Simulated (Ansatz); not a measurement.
Input

```
crystal:
  lattice:
    - [2.71648, 0.0, 0.0]
    - [0.0, 2.71648, 0.0]
    - [0.0, 0.0, 2.71648]
  atoms:
    - { symbol: Ga, position: [0.0, 0.0, 0.0] }
hamiltonian:
  xc: pbe
  pseudopotentials: { kind: paw }
kpoints:
  mp_grid: { grid: [10, 10, 10] }
scf:
  occupations: { method: gaussian, width: 0.021 }
output:
  forces: true
  stress: true
  eigenvalues: true
  write_density: true
  write_potential: true
  elf: true
  volumetric_format: npy
```

Run with:

```sh
ansatz run input.yaml --threads 2 --pin off --max-ram 5632MiB --backend cpu --events-out ev --progress --plain --runs-dir out
```

Below, planes, directions and counts refer to the conventional cell (a = 2.72 Å, b = 2.72 Å, c = 2.72 Å, α = 90.00°, β = 90.00°, γ = 90.00°).

Space group Pm-3m; a generated structure, not necessarily the stable one.

The calculation used Ansatz 0.2.0, Kohn-Sham DFT of a periodic cell, PBE, Ansatz PAW.

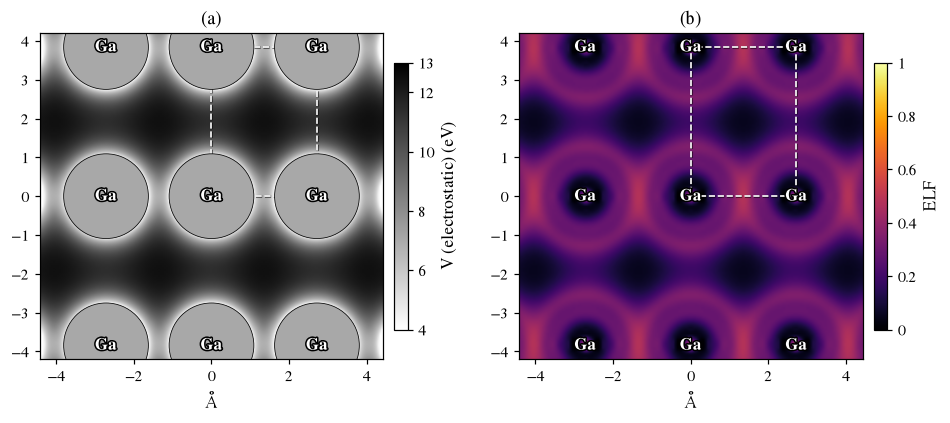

Ga. (a) electrostatic potential energy of an electron; (b) ELF on the (011) plane of the conventional cell. Grey discs cover the atomic cores in the potential map.

Core electrons are frozen (PAW), and the valence fields are smoothed inside the atomic spheres.

> What do the fields say about this system?

The plane passes through Ga nuclei.
Ga–Ga (2.72 Å): the ELF is about 0.50 at the midpoint.
The features right at Ga lie inside the PAW spheres, where the map follows smoothed inner orbitals and isn't to be read closely.
Outside the cores the potential energy rises away from the atoms and is highest about 2.3 Å from the nearest atoms; its zero is arbitrary.
